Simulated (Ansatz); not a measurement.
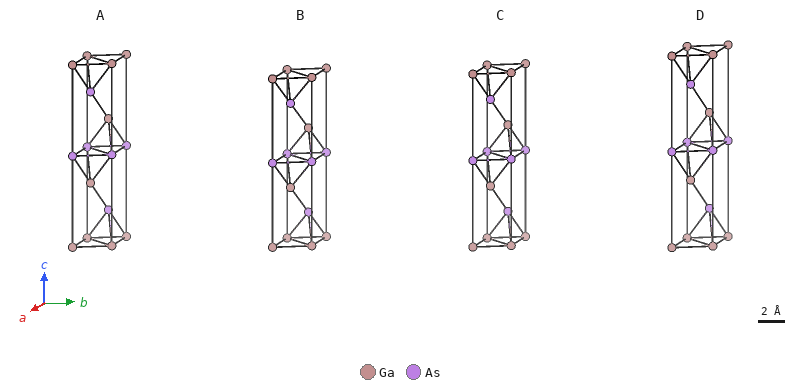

4 geometries from one relaxation of solid GaAs (built on the CuPt (L1 type) (coarse preliminary run), in shuffled order. The picture is a ball-and-stick view of the conventional cell (3 times the calculation's cell), seen slightly off an axis. Lengths and directions refer to the drawn axes.

Case: CuPt (L1_1) type (R-3m, No. 166).

Computed with DFT r2SCAN, scalar-relativistic, plane waves, PAW (Ansatz 0.2.0). Settings: plane-wave cutoff 500 eV; k-point mesh 6 × 6 × 6; occupations gaussian; smearing width 0.1 eV; no spin polarisation; cell and atoms relaxed; force threshold 0.04 eV/Å; at most 70 steps.

Q: Order the frames from highest to lowest energy.

A: D, A, C, B. They are steps 0, 1, 2, 6, at +163 meV per atom, +37.9 meV per atom, +5.6 meV per atom relative to the last. Over 5 accepted moves (6 points after the start) the energy falls by 163 meV per atom. All forces vanish by symmetry, so only the cell relaxes. Pressure: −8.48 GPa at the start and −0.07 GPa at the end. At 1 point the geometry stayed and the basis and grid were re-selected for the new cell (energy shift of 0.6 meV per atom at most each time). The atoms keep their places relative to the cell (all moves are under 0.005 Å). The volume changes by −19.3 %, with a = b 3.239 → 3.103 Å (−4.2 %), c 15.474 → 13.603 Å (−12.1 %). Some distances before and after: As–Ga 3.186 → 2.890 Å, As–As 3.239 → 3.103 Å, Ga–Ga 3.239 → 3.103 Å. The space group stays R-3m (No. 166). The run took 42 s on 1 thread of Arm Neoverse V1, on a shared host, peak memory 0.45 GiB.
